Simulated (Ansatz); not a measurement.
**MnSi47 (cell with a defect): density, localisation and related maps**

```
Mn Si
1.0
    -3.85128   -6.67061    6.36502
     7.70256    0.00000    6.36502
    -3.85128    6.67061    6.36502
Mn Si
1 47
Direct
  0.52553 0.19219 0.35886
  0.35531 0.02142 0.68429
  0.68683 0.35325 0.02526
  0.35475 0.51762 0.18864
  0.68658 0.85860 0.52016
  0.85095 0.02198 0.18808
  0.19193 0.35349 0.51991
  0.52074 0.68815 0.85439
  0.02105 0.18741 0.85481
  0.02148 0.68772 0.35408
  0.85499 0.52166 0.68833
  0.18704 0.85371 0.02037
  0.68942 0.52347 0.35664
  0.52331 0.35609 0.69013
  0.85381 0.68713 0.02141
  0.51978 0.85113 0.18637
  0.85680 0.18998 0.52276
  0.02062 0.35384 0.18800
  0.35467 0.68728 0.52051
  0.68717 0.02133 0.85395
  0.18808 0.52048 0.85380
  0.18446 0.01971 0.35312
  0.02046 0.85474 0.68714
  0.35304 0.18645 0.01780
  0.64957 0.31624 0.48290
  0.47903 0.14577 0.80987
  0.81195 0.47906 0.14776
  0.47910 0.64320 0.31236
  0.81239 0.98110 0.64529
  0.97653 0.14570 0.31244
  0.31443 0.47862 0.64572
  0.64566 0.81240 0.97807
  0.14474 0.31232 0.97906
  0.14573 0.81141 0.47899
  0.97943 0.64610 0.81277
  0.31133 0.97800 0.14466
  0.81273 0.64921 0.47955
  0.64622 0.47939 0.81587
  0.97762 0.81269 0.14571
  0.63991 0.97832 0.30932
  0.98254 0.31289 0.64606
  0.14529 0.47832 0.31262
  0.47928 0.81196 0.64499
  0.81165 0.14595 0.97863
  0.31238 0.64428 0.97936
  0.31165 0.14265 0.47325
  0.14602 0.97904 0.81095
  0.47599 0.30658 0.14499
```

Spin-polarised.

The calculation used DFT PBE, scalar-relativistic, plane waves, PAW (Ansatz 0.2.0).

The density is the valence pseudo-density of a PAW calculation; it isn't the true density close to the nuclei.

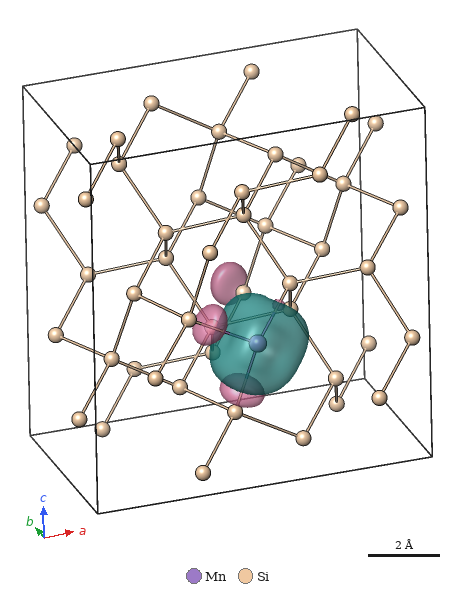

Figure 1. Isosurfaces of the magnetisation density (up minus down) at +0.03 (teal) and −0.03 e/Å³ (pink), seen slightly off an axis. Sticks mark near contacts.

**Describe the spin distribution.**

The spin density sits on Mn: +2.9 μB in one cell of 48 atoms, with smaller moments on Si (up to −0.06 μB): a single local moment. The cell of the calculation (48 atoms) carries 3.0 μB of net spin moment.

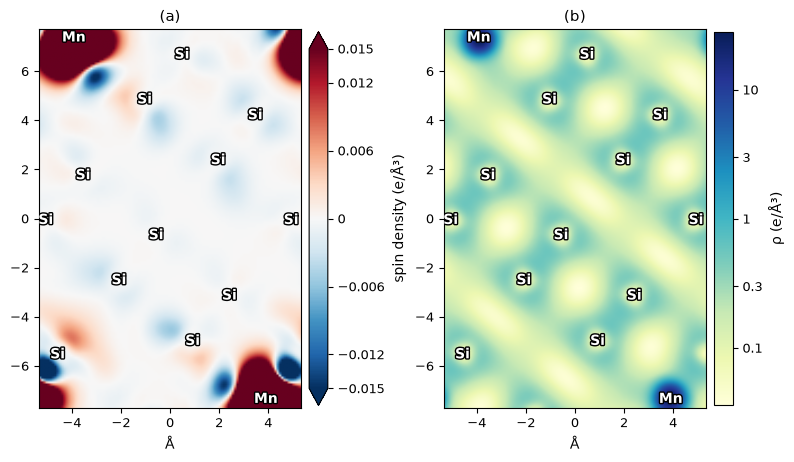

Figure 2. (a) spin density (up minus down); (b) valence pseudo-density on the (011̄) plane of the calculation cell.

**What does the map show?**

Atoms in the plane: Mn and Si. Si–Si (2.38 Å): ρ at the midpoint is about 0.55 e/Å³. Between the atoms the lowest density in this plane is 0.04 e/Å³.

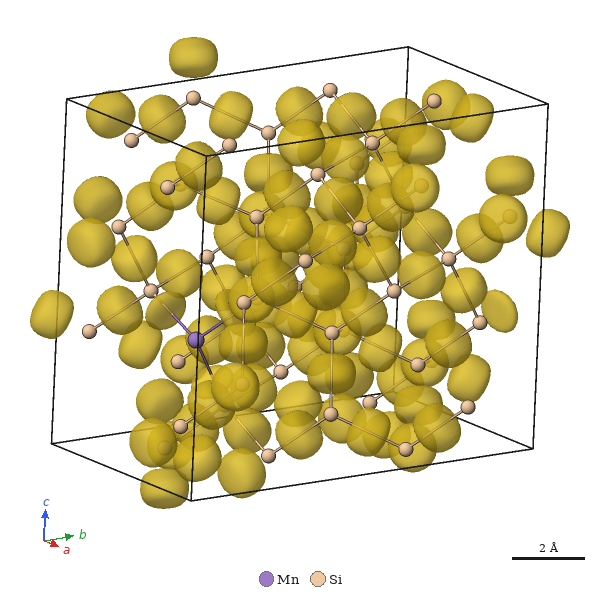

Figure 3. Isosurface of the ELF at 0.8 (yellow), seen slightly off an axis. Only the valence region is drawn (cores and ρ < 0.01 e/Å³ removed). Sticks mark near contacts.

**What do the ELF domains correspond to?**

The surface consists of 92 regions between bonded Si–Si atoms (shared pairs) and four lobes of the valence shell of Si pointing towards Mn (polar bonds), counted in one cell of 48 atoms. Any copies at cell faces, edges or corners count once.


Si–Si (2.35 Å): the ELF peaks at about 0.95 between the atoms; localised, covalent bonding. Mn–Si (2.37 Å): the ELF peaks at about 0.90 in the valence shell of Si, 0.9 Å from its nucleus, and is about 0.70 at the midpoint.
